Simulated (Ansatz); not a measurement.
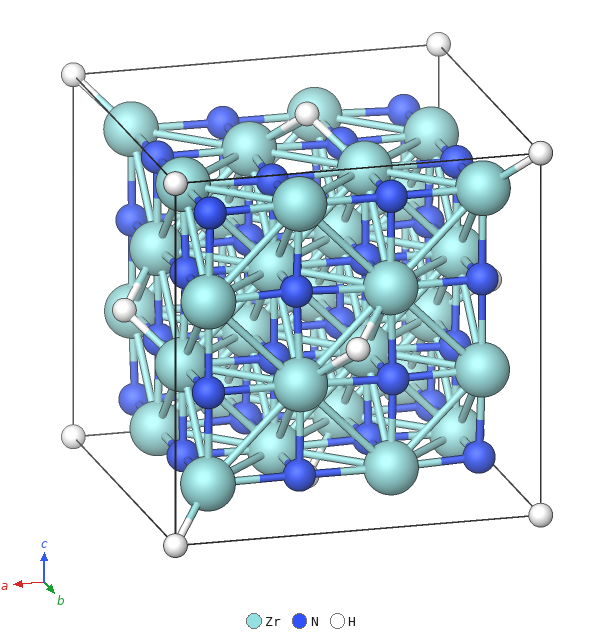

An orthographic ball-and-stick view of the structure, from a general direction. The conventional unit cell is outlined; an atom on or near a face, edge or corner is repeated at each equivalent position. Cell: a = 9.189 Å, b = 9.189 Å, c = 9.189 Å, α = 90.00°, β = 90.00°, γ = 90.00°.

The stoichiometry is Zr₈HN₈. Its lattice is face-centred cubic, its space group F-43m (No. 216). Content of the cell: 32 Zr, 4 H, 32 N (Z = 4). By contacts within bonding range, the coordination numbers are Zr 18 to 19 (mean 18.5), H 4 and N 6.

The initial geometry was a structure listed in the Materials Project, repeated into a supercell with a point defect put in. The cell was then strained or its atoms displaced on purpose. The atoms were relaxed in a fixed cell with Ansatz 0.2.0, DFT PBE, scalar-relativistic, plane waves, PAW.
